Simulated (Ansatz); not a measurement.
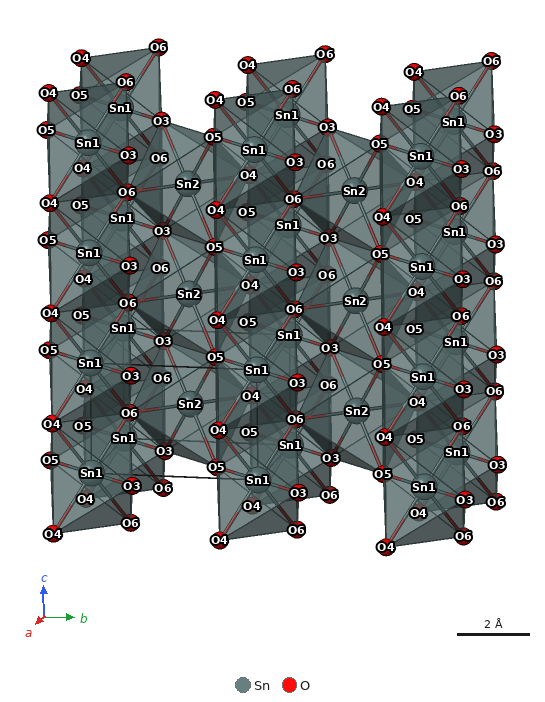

Figure 1. The structure as given in the input (polyhedral view of the cell of the calculation, repeated 1 × 2 × 3, seen slightly off an axis; polyhedra are completed across the faces of the cell; atoms are numbered from 1 in the order of the input). An atom can appear more than once, as a periodic image.

# SnO2: a changed input and its effect

System: SnO2 (P2₁/c, 6 atoms in the cell).
Method of run 1: DFT r2SCAN, scalar-relativistic, plane waves, PAW, no spin polarisation (Ansatz 0.2.0).

The structure derives from an entry of the Crystallography Open Database. Text and figures count atoms from 1; the logs count them from 0 in places.

**Input, run 1**
```yaml
crystal:
  lattice:
    - [4.7602164773, 0.0, 0.1249556825]
    - [0.0, 4.7602164773, 0.0]
    - [0.0840148338, 0.0, 3.2005650988]
  atoms:
    - { symbol: Sn, position: [0.0, 0.0, 0.0] }
    - { symbol: Sn, position: [0.5, 0.5, 0.5] }
    - { symbol: O, position: [0.3058934984, 0.3058934984, 0.0] }
    - { symbol: O, position: [0.1941065016, 0.8058934984, 0.5] }
    - { symbol: O, position: [0.6941065016, 0.6941065016, 0.0] }
    - { symbol: O, position: [0.8058934984, 0.1941065016, 0.5] }
basis:
  ecutwfc: 500
kpoints:
  mp_grid: { grid: [6, 6, 8] }
hamiltonian:
  xc: r2scan
scf:
  occupations: { method: gaussian, width: 0.05 }
output:
  forces: true
  stress: true
  eigenvalues: true
  write_density: true
  write_potential: true
  elf: true
  volumetric_format: npy
```

Launched with:
```bash
ansatz run input.yaml --threads 1 --pin off --max-ram 2560MiB --backend cpu --events-out ev --progress --plain --runs-dir out
```

Hardware: 1 thread of Arm Neoverse V1, 24 GiB of memory available, shared host.

**Output, shortened to warnings, some set-up lines, iterations and results (run 1)**
```
Basis set: ecut = 500 eV, 1853 PW (Γ), exchange–correlation on 144×144×96 points (64 copies of the dense FFT grid, shifted against one another)
Symmetry: 4 space group operations
k-points: 104 of 288
Initial density: superposition of atomic densities (neutral atoms: chi_scale 0, normalization atom), corrected by the library's trained network
[...]
SCF iter   1: F=—  HF=-14352.250845 eV  |F-HF|=—  |Δ(HF+E_count)|=         —  Δρ=1.03e-2  dr2=5.61e-2  dr2_τ=2.71e-1  ethr=1.77e-3  ⟨swp⟩=6.0  Hψ=14568  notcnv=0  defer=16
SCF iter   2: F=—  HF=-14352.355489 eV  |F-HF|=—  |Δ(HF+E_count)|=   1.05e-1  Δρ=6.11e-3  dr2=1.49e-2  dr2_τ=1.00e-3  ethr=1.08e-4  ⟨swp⟩=2.0  Hψ=6261  notcnv=0  defer=186
SCF iter   3: F=—  HF=-14352.354539 eV  |F-HF|=—  |Δ(HF+E_count)|=   9.50e-4  Δρ=8.23e-4  dr2=4.61e-4  dr2_τ=9.90e-5  ethr=2.87e-5  ⟨swp⟩=1.0  Hψ=3142  notcnv=0  defer=186
SCF iter   4: F=—  HF=-14352.354626 eV  |F-HF|=—  |Δ(HF+E_count)|=   8.70e-5  Δρ=2.81e-4  dr2=4.09e-5  dr2_τ=4.24e-6  ethr=8.86e-7  ⟨swp⟩=2.1  Hψ=4744  notcnv=0  defer=186
SCF iter   5: F=—  HF=-14352.354633 eV  |F-HF|=—  |Δ(HF+E_count)|=   7.07e-6  Δρ=1.21e-4  dr2=1.22e-5  dr2_τ=7.21e-7  ethr=7.86e-8  ⟨swp⟩=2.0  Hψ=4798  notcnv=0  defer=186
SCF iter   6: F=—  HF=-14352.354630 eV  |F-HF|=—  |Δ(HF+E_count)|=   2.75e-6  Δρ=5.64e-5  dr2=2.43e-6  dr2_τ=7.37e-8  ethr=2.35e-8  ⟨swp⟩=2.2  Hψ=5647  notcnv=0  defer=186
SCF iter   7: F=-14352.354630 eV  HF=-14352.354630 eV  |F-HF|=1.34e-8  |Δ(HF+E_count)|=   6.08e-7  Δρ=7.04e-6  dr2=3.26e-8  dr2_τ=1.89e-9  ethr=1.92e-10  ⟨swp⟩=13.1  Hψ=26767 …
SCF 1 converged in 7 iterations: F = -14352.354630 eV  dr2 = 3.26e-8
SCF converged after 7 iterations
Free energy (F): -14352.354630 eV
Harris-Foulkes:  -14352.354630 eV  (|F-HF|=1.34e-8)
Internal energy: -14352.354630 eV  (E = F + TS)
E sigma→0 (E₀):  -14352.354630 eV
Fermi energy:    9.792930 eV
--- Per-component energies (eV) ---
  E_band       = -164.374451
  E_kinetic    = 1085.988666
  E_local      = -2885.560219  (includes V_loc(G=0)·N_el)
  E_nonlocal   = 131.572975
  E_hartree    = 1502.248117
  E_xc         = -1035.911828
  E_vxc        = -622.809030  (∫ρ·V_xc dr)
  E_paw        = -8986.234148  (= ΣΔE_a)
  E_vpaw       = -917.371914  (= ΣTr[D̂ρ^β])
  E_aug_tail   = 0.004013  (compensation charges beyond the density's cutoff)
  E_vtau       = 39.301390  (kinetic-family band-sum trace: ∫τ·v_τ [+ j·A + Jᵃ·Aᵃ] dr)
  E_ewald      = -4165.805082
  E_core_change = 1.342876  (= ΣΔE_core)
  E_smearing   = -0.000000  (= −TS)
  E_closure    = -0.000000  (closes the sum)
  Σ components = -14352.354630   (vs F -14352.354630, Δ=0.00e0)
--- Forces (eV/Å), atoms counted from 1 ---
  atom   1  Sn    -0.00000000     0.00000000    -0.00000000
  atom   2  Sn     0.00000000     0.00000000     0.00000000
  atom   3  O     -0.02855137    -0.02178700     0.26895159
  atom   4  O      0.02855137    -0.02178700    -0.26895159
  atom   5  O      0.02855137     0.02178700    -0.26895159
  atom   6  O     -0.02855137     0.02178700     0.26895159
  max |Σ_I F_I| component: 3.47e-18 eV/Å
--- Stress (GPa, compression-positive) ---
        0.564443       0.000000      -6.170291
        0.000000       0.427236       0.000000
       -6.170290       0.000000       0.697003
  P = ⅓ Tr σ = 0.5629 GPa (5.629 kbar)
```

For run 2 the input was changed thus:
```diff
-    - [4.7602164773, 0.0, 0.1249556825]
+    - [4.7602164773, 0.0, 0.1071048707]
-    - [0.0840148338, 0.0, 3.2005650988]
+    - [0.0720127147, 0.0, 3.2005650988]
```

Predict how the results change.

With the same functional and potentials, run 2 lies 3.2 meV per atom lower. The pressure goes from 0.56 to 0.41 GPa. The largest force goes from 0.271 to 0.231 eV/Å. The number of SCF iterations is the same. The plane waves at Γ go from 1853 to 1855.

**Output, shortened to warnings, some set-up lines, iterations and results (run 2)**
```
Basis set: ecut = 500 eV, 1855 PW (Γ), exchange–correlation on 144×144×96 points (64 copies of the dense FFT grid, shifted against one another)
Symmetry: 4 space group operations
k-points: 104 of 288
Initial density: superposition of atomic densities (neutral atoms: chi_scale 0, normalization atom), corrected by the library's trained network
[...]
SCF iter   1: F=—  HF=-14352.270499 eV  |F-HF|=—  |Δ(HF+E_count)|=         —  Δρ=1.03e-2  dr2=5.60e-2  dr2_τ=2.70e-1  ethr=1.77e-3  ⟨swp⟩=6.0  Hψ=14579  notcnv=0  defer=16
SCF iter   2: F=—  HF=-14352.374992 eV  |F-HF|=—  |Δ(HF+E_count)|=   1.04e-1  Δρ=6.11e-3  dr2=1.49e-2  dr2_τ=9.96e-4  ethr=1.08e-4  ⟨swp⟩=2.0  Hψ=6262  notcnv=0  defer=186
SCF iter   3: F=—  HF=-14352.374029 eV  |F-HF|=—  |Δ(HF+E_count)|=   9.63e-4  Δρ=8.14e-4  dr2=4.50e-4  dr2_τ=9.82e-5  ethr=2.87e-5  ⟨swp⟩=1.0  Hψ=3142  notcnv=0  defer=186
SCF iter   4: F=—  HF=-14352.374118 eV  |F-HF|=—  |Δ(HF+E_count)|=   8.97e-5  Δρ=2.80e-4  dr2=4.06e-5  dr2_τ=4.22e-6  ethr=8.66e-7  ⟨swp⟩=2.1  Hψ=4745  notcnv=0  defer=186
SCF iter   5: F=—  HF=-14352.374125 eV  |F-HF|=—  |Δ(HF+E_count)|=   6.31e-6  Δρ=1.21e-4  dr2=1.22e-5  dr2_τ=7.25e-7  ethr=7.81e-8  ⟨swp⟩=2.0  Hψ=4811  notcnv=0  defer=186
SCF iter   6: F=—  HF=-14352.374122 eV  |F-HF|=—  |Δ(HF+E_count)|=   2.76e-6  Δρ=5.63e-5  dr2=2.42e-6  dr2_τ=7.35e-8  ethr=2.35e-8  ⟨swp⟩=2.2  Hψ=5647  notcnv=0  defer=186
SCF iter   7: F=-14352.374121 eV  HF=-14352.374121 eV  |F-HF|=1.42e-8  |Δ(HF+E_count)|=   6.07e-7  Δρ=7.14e-6  dr2=3.36e-8  dr2_τ=1.91e-9  ethr=1.92e-10  ⟨swp⟩=13.1  Hψ=26693 …
SCF 1 converged in 7 iterations: F = -14352.374121 eV  dr2 = 3.36e-8
SCF converged after 7 iterations
Free energy (F): -14352.374121 eV
Harris-Foulkes:  -14352.374121 eV  (|F-HF|=1.42e-8)
Internal energy: -14352.374121 eV  (E = F + TS)
E sigma→0 (E₀):  -14352.374121 eV
Fermi energy:    9.785258 eV
--- Per-component energies (eV) ---
  E_band       = -164.535926
  E_kinetic    = 1085.922717
  E_local      = -2885.590806  (includes V_loc(G=0)·N_el)
  E_nonlocal   = 131.564387
  E_hartree    = 1502.216584
  E_xc         = -1035.884926
  E_vxc        = -622.774411  (∫ρ·V_xc dr)
  E_paw        = -8986.249563  (= ΣΔE_a)
  E_vpaw       = -917.398609  (= ΣTr[D̂ρ^β])
  E_aug_tail   = 0.003958  (compensation charges beyond the density's cutoff)
  E_vtau       = 39.300269  (kinetic-family band-sum trace: ∫τ·v_τ [+ j·A + Jᵃ·Aᵃ] dr)
  E_ewald      = -4165.699348
  E_core_change = 1.342876  (= ΣΔE_core)
  E_smearing   = -0.000000  (= −TS)
  E_closure    = -0.000000  (closes the sum)
  Σ components = -14352.374121   (vs F -14352.374121, Δ=0.00e0)
--- Forces (eV/Å), atoms counted from 1 ---
  atom   1  Sn     0.00000000    -0.00000000     0.00000000
  atom   2  Sn     0.00000000     0.00000000     0.00000000
  atom   3  O     -0.02054013    -0.01555597     0.22980662
  atom   4  O      0.02054013    -0.01555597    -0.22980662
  atom   5  O      0.02054013     0.01555597    -0.22980662
  atom   6  O     -0.02054013     0.01555597     0.22980662
  max |Σ_I F_I| component: 1.73e-18 eV/Å
--- Stress (GPa, compression-positive) ---
        0.410065      -0.000000      -5.285396
       -0.000000       0.309159       0.000000
       -5.285394       0.000000       0.512751
  P = ⅓ Tr σ = 0.4107 GPa (4.107 kbar)
```

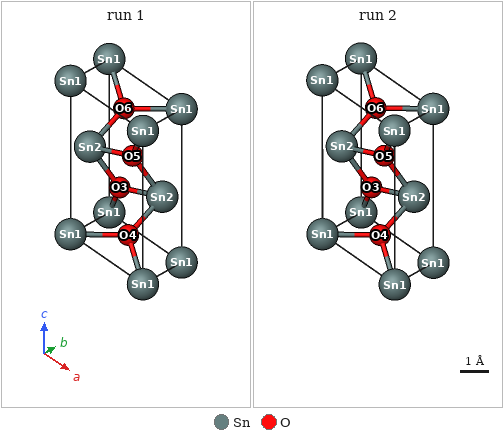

Figure 2. The two input geometries at one scale (ball-and-stick view of the cell of the calculation, set on other vectors, seen slightly off an axis). The atoms keep their places relative to the cell (all moves are under 0.005 Å). The drawn cell changes at constant volume: a 3.202 → 3.201 Å (0.0 %), b stays at 4.760 Å, c 5.597 → 5.617 Å (+0.4 %), β 121.8° → 122.1°. Among the contacts that change: Sn1–O4 2.104 → 2.098 Å.

**The two runs side by side**

```tsv
quantity	run 1	run 2
outcome	converged	converged
free energy per atom (eV)	−2392.0591	−2392.0624
gap on the mesh (eV)	1.77	1.77
pressure (GPa)	0.56	0.41
largest force (eV/Å)	0.271	0.231
SCF iterations	7	7
irreducible k-points	104	104
plane waves at Γ	1853	1855
wall time (shared host)	43 s	43 s
```
